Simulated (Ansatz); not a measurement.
Si₂W: several calculations on one system

### Relaxation

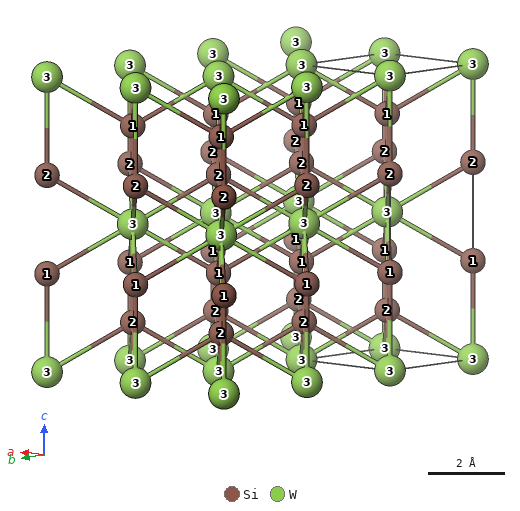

This is the input geometry for a relaxation of a crystal of Si₂W (set up in I4/mmm). The picture is a ball-and-stick view of the conventional cell (2 times the calculation's cell), repeated 2 × 3 × 1 with one cell outlined, seen from a free direction. Lengths and directions refer to the drawn axes.

Computed with Ansatz, DFT PBEsol, scalar-relativistic, plane waves, PAW.

Input file:
```yaml
crystal:
  lattice:
    - [-1.606, 1.606, 3.94]
    - [1.606, -1.606, 3.94]
    - [1.606, 1.606, -3.94]
  atoms:
    - { symbol: Si, position: [0.333, 0.333, 0.0] }
    - { symbol: Si, position: [0.667, 0.667, 0.0] }
    - { symbol: W, position: [0.0, 0.0, 0.0] }
basis:
  ecutwfc: 420
kpoints:
  mp_grid: { grid: [18, 18, 18] }
hamiltonian:
  xc: pbesol
scf:
  occupations: { method: gaussian, width: 0.1 }
output:
  forces: true
  stress: true
  eigenvalues: true
  write_density: true
  write_potential: true
  elf: true
  volumetric_format: npy
relax:
  adjacent_minimum: "off"
  f_tol: 0.005
  max_steps: 80
  cell: { stress_tol: 0.05 }
```

Command:
```bash
ansatz run input.yaml --threads 1 --pin off --max-ram 2560MiB --backend cpu --events-out ev --progress --plain --runs-dir out
```

### Predict the outcome.

The largest moves relative to the cell, 0.012 Å, are those of Si1 and Si2. Si1 goes along +c. W stays in place. Cell: a = b 3.212 → 3.203 Å (−0.3 %), c 7.880 → 7.816 Å (−0.8 %). Volume −1.4 %. Among the contacts that change: Si1–W3 2.625 → 2.608 Å, W3–W3 3.212 → 3.203 Å. The space group stays I4/mmm (No. 139). Over 3 accepted moves (4 points after the start) the energy falls by 10.9 meV per cell of the calculation. The largest force component goes from 0.27 to 0.0037 eV/Å. Pressure: −3.54 GPa at the start and 0.00 GPa at the end. The SCF was repeated once at an unchanged geometry on a basis and grid sized afresh for the cell, which shifted the energy by 0.2 meV per cell of the calculation at most.

History of the run:

```csv
step,"E − E(0), meV/atom","largest force component, eV/Å","pressure, GPa","volume, Å³/atom",note
0,0.00,0.2746,-3.54,13.550,
1,-3.23,0.0305,1.61,13.274,
2,-3.69,0.0150,-0.02,13.361,
3,-3.70,0.0037,0.01,13.360,
4,-3.65,0.0037,0.00,13.360,"same geometry, new basis"
```

### Relaxation

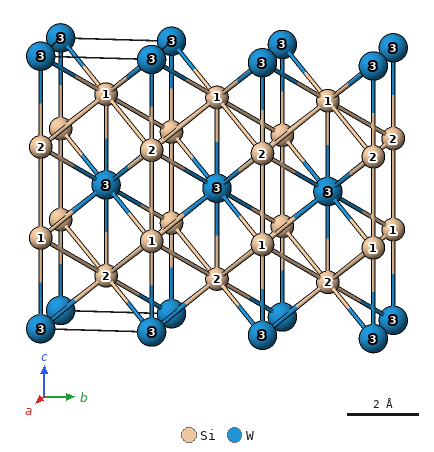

Starting structure of solid Si2W (set up in I4/mmm). Style: ball-and-stick. Shown: the conventional cell (2 times the calculation's cell), repeated 1 × 3 × 1 with one cell outlined, slightly off an axis. Lengths and directions refer to the drawn axes.

Level of theory: DFT r2SCAN, scalar-relativistic, plane waves, PAW (Ansatz 0.2.0).

Input
```yaml
crystal:
  lattice:
    - [-1.606, 1.606, 3.94]
    - [1.606, -1.606, 3.94]
    - [1.606, 1.606, -3.94]
  atoms:
    - { symbol: Si, position: [0.333, 0.333, 0.0] }
    - { symbol: Si, position: [0.667, 0.667, 0.0] }
    - { symbol: W, position: [0.0, 0.0, 0.0] }
basis:
  ecutwfc: 500
kpoints:
  mp_grid: { grid: [18, 18, 18] }
hamiltonian:
  xc: r2scan
scf:
  occupations: { method: gaussian, width: 0.1 }
output:
  forces: true
  stress: true
  eigenvalues: true
  write_density: true
  write_potential: true
  elf: true
  volumetric_format: npy
relax:
  adjacent_minimum: "off"
  f_tol: 0.005
  max_steps: 80
  cell: { stress_tol: 0.05 }
```

Launched with:
```bash
ansatz run input.yaml --threads 1 --pin off --max-ram 2560MiB --backend cpu --events-out ev --progress --plain --runs-dir out
```

What does the optimiser find from here?

Answer. The largest moves relative to the cell, 0.014 Å, are those of Si1 and Si2. Si1 goes along +c. W stays in place. The volume changes by −1.0 %, with a = b 3.212 → 3.211 Å (0.0 %), c 7.880 → 7.805 Å (−1.0 %). Near-neighbour distances that change, for instance: Si1–Si2 2.632 → 2.578 Å, Si1–W3 2.625 → 2.611 Å, Si1–Si2 (another image) 2.621 → 2.629 Å. The space group stays I4/mmm (No. 139). After 4 accepted moves (5 points after the start) the energy has fallen by 4.0 meV per atom. The largest force component goes from 0.33 to 0.00015 eV/Å. Pressure: −2.86 GPa at the start and 0.00 GPa at the end. At 1 point the geometry stayed and the basis and grid were re-selected for the new cell (energy shift of less than 0.05 meV per atom at most each time).

History of the run:

```json
{"step": "0", "E − E(0), meV/atom": "0.00", "largest force component, eV/Å": "0.3265", "pressure, GPa": "-2.86", "volume, Å³/atom": "13.550", "note": ""}
{"step": "1", "E − E(0), meV/atom": "-3.31", "largest force component, eV/Å": "0.0299", "pressure, GPa": "1.41", "volume, Å³/atom": "13.346", "note": ""}
{"step": "2", "E − E(0), meV/atom": "-4.05", "largest force component, eV/Å": "0.0224", "pressure, GPa": "0.06", "volume, Å³/atom": "13.409", "note": ""}
{"step": "3", "E − E(0), meV/atom": "-4.06", "largest force component, eV/Å": "0.0063", "pressure, GPa": "0.01", "volume, Å³/atom": "13.414", "note": ""}
{"step": "4", "E − E(0), meV/atom": "-4.06", "largest force component, eV/Å": "0.0002", "pressure, GPa": "0.00", "volume, Å³/atom": "13.414", "note": ""}
{"step": "5", "E − E(0), meV/atom": "-4.03", "largest force component, eV/Å": "0.0001", "pressure, GPa": "0.00", "volume, Å³/atom": "13.414", "note": "same geometry, new basis"}
```

The end point in the same view:

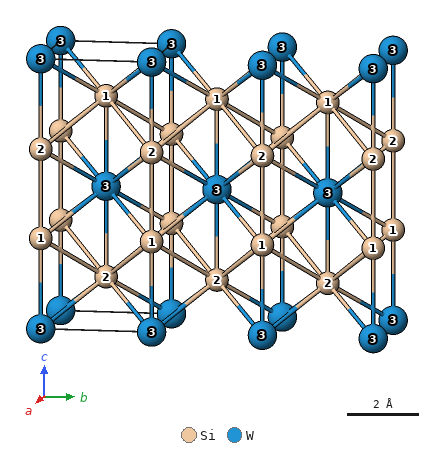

### Series

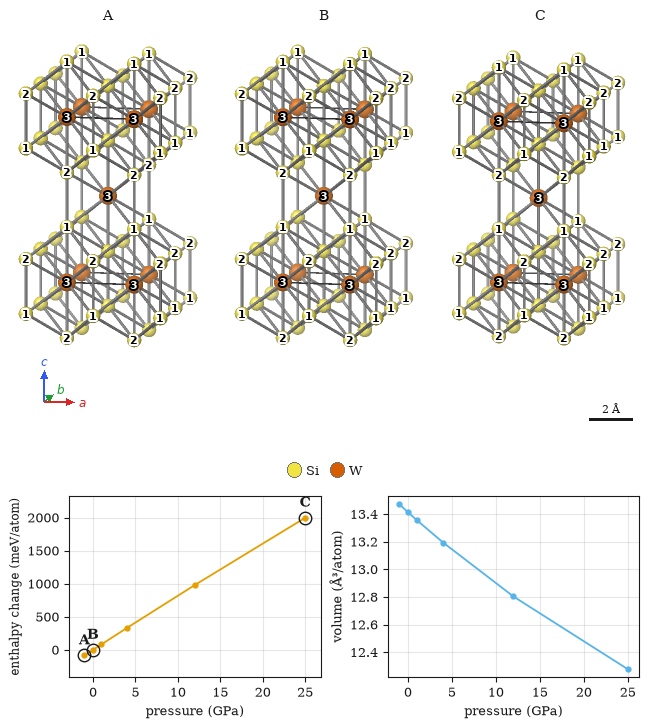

Members of a series of calculations on a crystal of Si$_{2}$W (set up in I4/mmm), marked on the first curve. Style: ball-and-stick. Shown: the conventional cell (2 times the calculation's cell), slightly off an axis. Lengths and directions refer to the drawn axes.

Level of theory: DFT r2SCAN, scalar-relativistic, plane waves, PAW in Ansatz. (plane-wave cutoff 500 eV; k-point mesh 18 × 18 × 18; occupations gaussian; smearing width 0.1 eV; no spin polarisation)

Describe the series.

Answer. The structure is relaxed at several pressures. A (pressure −1.0 GPa): enthalpy change −83.9 meV/atom, volume 13.47 Å³ per atom. B (pressure 0.0 GPa): enthalpy change 0.0 meV/atom, volume 13.41 Å³ per atom. C (pressure 25.0 GPa): enthalpy change 1998 meV/atom, volume 12.28 Å³ per atom. The rest compares A with C. The drawn cell changes as follows: a = b 3.216 → 3.110 Å (−3.3 %), c 7.814 → 7.616 Å (−2.5 %); the volume changes by −8.9 %. Near-neighbour distances before and after: Si–Si 2.633 → 2.540 Å, Si–W 2.615 → 2.539 Å, Si–Si 2.580 → 2.538 Å.
